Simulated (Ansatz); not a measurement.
## Electronic structure of La5O in real space

The calculation's input:

```
crystal:
  lattice:
    - [0.0, 4.6399633209, 4.6399633209]
    - [4.6399633209, 0.0, 4.6399633209]
    - [4.6399633209, 4.6399633209, 0.0]
  atoms:
    - { symbol: La, position: [0.3758888324, 0.3758888324, 0.8723335028] }
    - { symbol: La, position: [0.3758888324, 0.8723335028, 0.3758888324] }
    - { symbol: La, position: [0.8723335028, 0.3758888324, 0.3758888324] }
    - { symbol: La, position: [0.3758888324, 0.3758888324, 0.3758888324] }
    - { symbol: La, position: [0.75, 0.75, 0.75] }
    - { symbol: O, position: [0.0, 0.0, 0.0] }
basis:
  ecutwfc: 420
kpoints:
  mp_grid: { grid: [8, 8, 8] }
hamiltonian:
  xc: pbe
scf:
  occupations: { method: gaussian, width: 0.1 }
output:
  forces: true
  stress: true
  eigenvalues: true
  write_density: true
  write_potential: true
  elf: true
  volumetric_format: npy
relax:
  adjacent_minimum: "off"
  f_tol: 0.01
  max_steps: 80
  cell: { stress_tol: 0.05 }
```

Launched as:

```sh
ansatz run input.yaml --threads 1 --pin off --max-ram 2560MiB --backend cpu --events-out ev --progress --plain --runs-dir out
```

Below, planes, directions and counts refer to the conventional cell (a = 9.24 Å, b = 9.24 Å, c = 9.24 Å, α = 90.00°, β = 90.00°, γ = 90.00°).

The fields are those of the run's last geometry, not of the input's.

Space group F-43m; a structure generated by program, which may or may not match a known phase; computed without spin polarisation.

Level of theory: DFT PBE, scalar-relativistic, plane waves, PAW in Ansatz 0.2.0.

In a PAW calculation such maps are meaningful between the atoms, not at the nuclei.

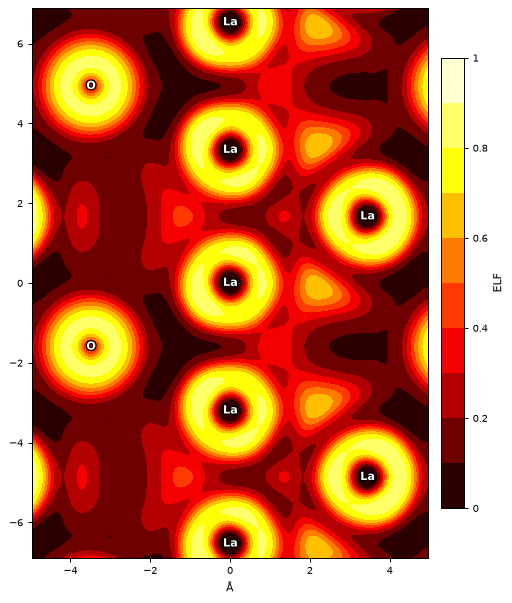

Figure 1. Electron localisation function on the (101) plane of the conventional cell.

> Read the bonding off the picture.

Atoms in the plane: La and O.
La–O (3.84 Å): the ELF is about 0.05 at the midpoint; no shared electron pair shows on this line.
The features right at La lie inside the PAW spheres, where the map follows smoothed inner orbitals and isn't to be read closely.

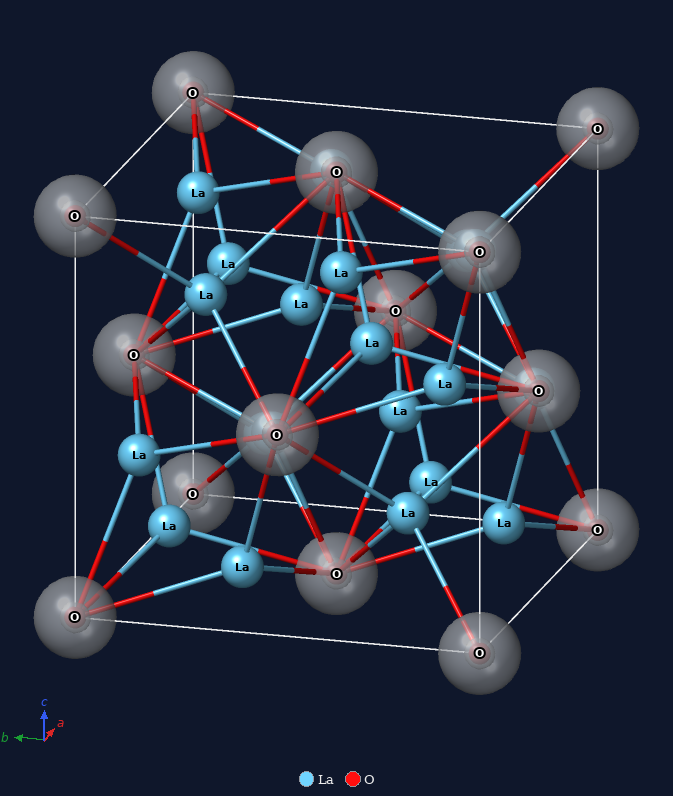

Figure 2. Isosurface of the ELF at 0.7 (grey), seen at an oblique angle. Core shells and regions of very low density are left out. Sticks mark near contacts.

> What do the ELF domains correspond to?

The ELF exceeds this value in four regions wrapped around O (the valence shell of each), counted in one cell of 24 atoms. Any copies at cell faces, edges or corners count once. Along the contacts the grid gives the following. La–O (4.00 Å): the ELF is about 0.05 at the midpoint: no shared electron pair shows on this line.

> Does the calculation make it a metal, or give it a gap?

It is gapless in this calculation (a metal or semimetal).
